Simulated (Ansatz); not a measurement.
SiC

Input

```
crystal:
  lattice:
    - [3.0752975748, 0.0, 0.0]
    - [-1.5376487874, 2.663285824, 0.0]
    - [0.1009668201, 0.0, 5.0483410067]
  atoms:
    - { symbol: Si, position: [0.3333333333, 0.6666666667, 0.4996013828] }
    - { symbol: Si, position: [0.6666666667, 0.3333333333, 0.9996013828] }
    - { symbol: C, position: [0.3333333333, 0.6666666667, 0.8753986172] }
    - { symbol: C, position: [0.6666666667, 0.3333333333, 0.3753986172] }
basis:
  ecutwfc: 500
kpoints:
  mp_grid: { grid: [12, 12, 6] }
hamiltonian:
  xc: r2scan
scf:
  occupations: { method: gaussian, width: 0.02 }
output:
  forces: true
  stress: true
  eigenvalues: true
  write_density: true
  write_potential: true
  elf: true
  volumetric_format: npy
relax:
  adjacent_minimum: "off"
  f_tol: 0.008
  max_steps: 40
```

Launched as:

```sh
ansatz run input.yaml --threads 1 --pin off --max-ram 2560MiB --backend cpu --events-out ev --progress --plain --runs-dir out
```

Below, planes, directions and counts refer to the conventional cell (a = 3.08 Å, b = 5.33 Å, c = 5.05 Å, α = 90.00°, β = 91.15°, γ = 90.00°).

Space group Cc; a structure from a database of computed crystals, not necessarily the ambient phase.

Method: Ansatz 0.2.0, DFT r2SCAN, scalar-relativistic, plane waves, PAW.

The density is the valence pseudo-density of a PAW calculation; it isn't the true density close to the nuclei.

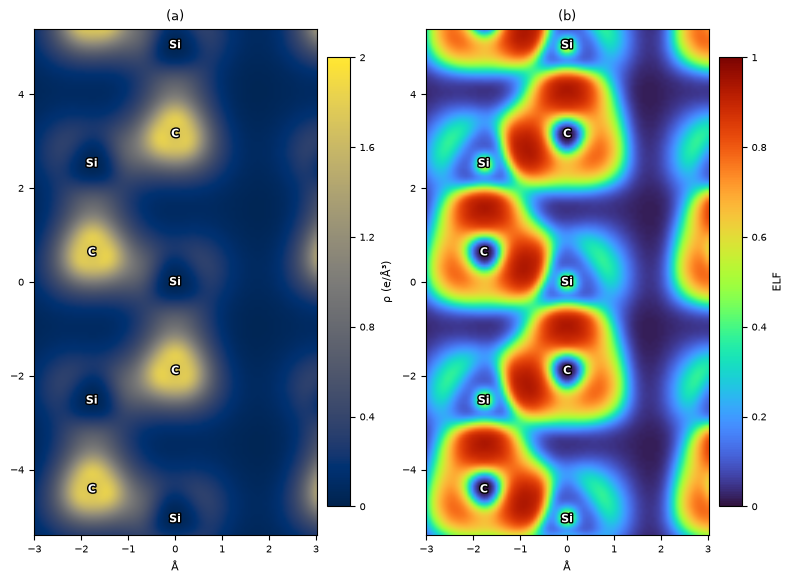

Figure 1. (a) valence charge density (pseudo); (b) electron localisation function on the (100) plane of the conventional cell.

Q: What do the fields say about this system?

A: The plane passes through Si and C nuclei.
Si–C (1.88 Å): the density is about 0.91 e/Å³ at the midpoint; the ELF peaks at about 0.95 between the atoms; a shared electron pair.
Between the atoms the lowest density in this plane is 0.04 e/Å³.

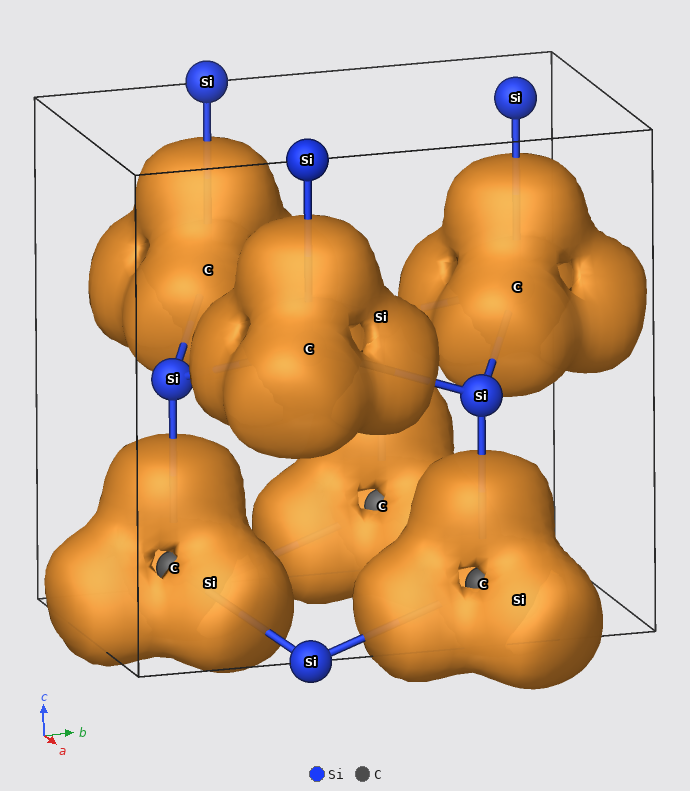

Figure 2. Isosurface of the ELF at 0.7 (orange), seen slightly off an axis. Only the valence region is drawn (cores and ρ < 0.01 e/Å³ removed). Sticks mark near contacts.

Q: Identify the bonds, lone pairs and shells in this picture.

A: At this value the surface marks out four regions on C in which the atom's valence shell and bonds are merged, counted in one cell of 8 atoms. Regions shared between cells count once.

Q: Does the calculation give a band gap?

A: It is gapped, with a Kohn–Sham gap of 2.6 eV on the k-point mesh (the band edges may lie off the mesh, which would make the gap smaller).
